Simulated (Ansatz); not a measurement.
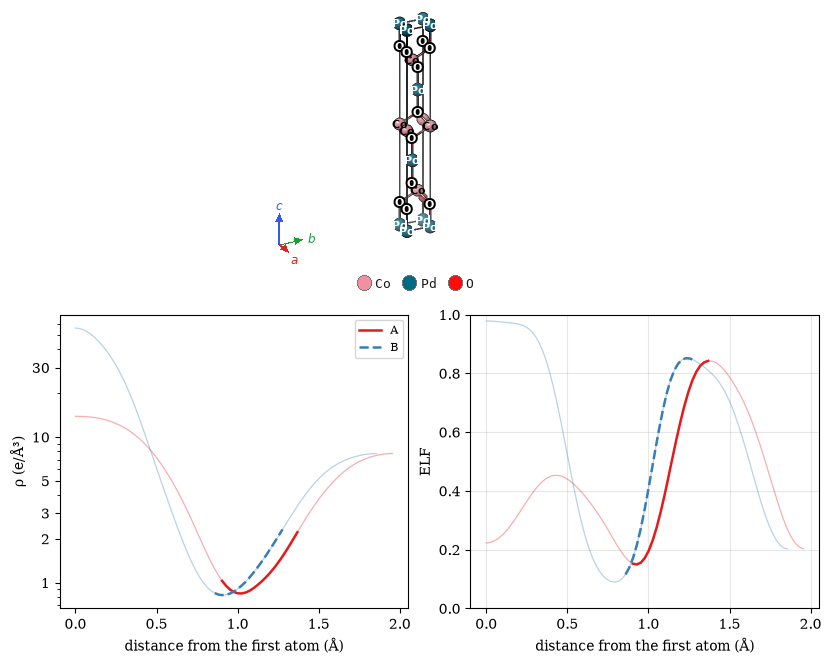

Figure. CoPdO2. Valence charge density (pseudo) and electron localisation function along straight lines between neighbouring atoms. Thin, pale parts lie inside the atomic spheres. The structure is drawn too.

Space group R-3m; computed pressure about 25 GPa in this cell; computed without spin polarisation.

These are results of Ansatz 0.2.0, DFT PBE, scalar-relativistic, plane waves, PAW, not measurements.

The density is the valence pseudo-density of a PAW calculation; it isn't the true density close to the nuclei.

**Which curve belongs to which contact (Co–O and Pd–O)? The first atom named is at distance zero.**

Curve A: Pd–O (1.95 Å): the density is about 0.86 e/Å³ at the midpoint; the ELF peaks at about 0.85 in the valence shell of O, 0.6 Å from its nucleus, and is about 0.15 at the midpoint (no localised pair shows between them). Curve B: Co–O (1.86 Å): ρ is about 0.83 e/Å³ halfway; the ELF peaks at about 0.85 in the valence shell of O, 0.6 Å from its nucleus, and is about 0.20 at the midpoint (no shared electron pair shows on this line).
